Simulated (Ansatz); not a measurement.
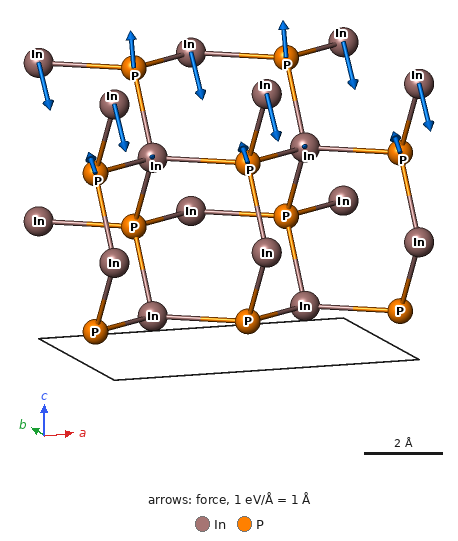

Starting geometry of a slab of composition InP (cut from the F-43m phase) with the computed forces as blue arrows. A ball-and-stick model of the 2 × 1 repeat of the cell, outlined in the plane, without the vacuum, seen slightly off an axis.

Case: clean slab, lower half held. The slab is the (1 1 0) face of InP. 4 atoms are held fixed.

Method: DFT PBEsol, scalar-relativistic, plane waves, PAW in Ansatz 0.2.0.

Input file:
```yaml
crystal:
  lattice:
    - [4.1565024049, 0.0, 0.0]
    - [0.0, 5.878182073, 0.0]
    - [0.0, 0.0, 23.2347536073]
  atoms:
    - { symbol: In, position: [0.5, 0.5, 0.3658312949] }
    - { symbol: P, position: [0.0, 0.25, 0.3658312949] }
    - { symbol: In, position: [0.0, 0.0, 0.4552770983] }
    - { symbol: P, position: [0.5, 0.75, 0.4552770983] }
    - { symbol: In, position: [0.5, 0.5, 0.5447229017] }
    - { symbol: P, position: [0.0, 0.25, 0.5447229017] }
    - { symbol: In, position: [0.0, 0.0, 0.6341687051] }
    - { symbol: P, position: [0.5, 0.75, 0.6341687051] }
basis:
  ecutwfc: 420
kpoints:
  mp_grid: { grid: [7, 5, 1] }
hamiltonian:
  xc: pbesol
scf:
  occupations: { method: gaussian, width: 0.05 }
output:
  forces: true
  eigenvalues: true
  write_density: true
  write_potential: true
  elf: true
  volumetric_format: npy
relax:
  adjacent_minimum: "off"
  f_tol: 0.03
  max_steps: 70
  constraints: [{ sites: [0, 1, 2, 3] }]
efield:
  axis: 3
  dipole_correction: true
  ramp_width: 0.04
```

Command:
```bash
ansatz run input.yaml --threads 4 --pin off --max-ram 10240MiB --backend cpu --events-out ev --progress --plain --runs-dir out
```

> Is this structure relaxed? If not, where do the atoms go?

It isn't relaxed: the largest force vector, on In7, is 1.42 eV/Å. The final displacements follow the starting forces only in part (cosine between the two patterns 0.84). The energy falls by 0.522 eV per cell of the calculation in 4 geometry steps. Largest force component: 1.1 eV/Å at the start, 0.016 eV/Å at the end. In7 moves most: 0.56 Å at 42° to the normal (−c side). Largest moves by element: In 0.56 Å, P 0.27 Å. The cell doesn't change. Among the contacts that change: P4–In5 2.545 → 2.611 Å, P6–In7 2.545 → 2.499 Å, In7–P8 2.545 → 2.507 Å, In3–P6 2.545 → 2.573 Å. Among the angles between lasting bonds that change: In5–P8–In7 109.5° → 92.0°, In3–P6–In7 109.5° → 95.6°, P6–In7–P8 109.5° → 122.8°.
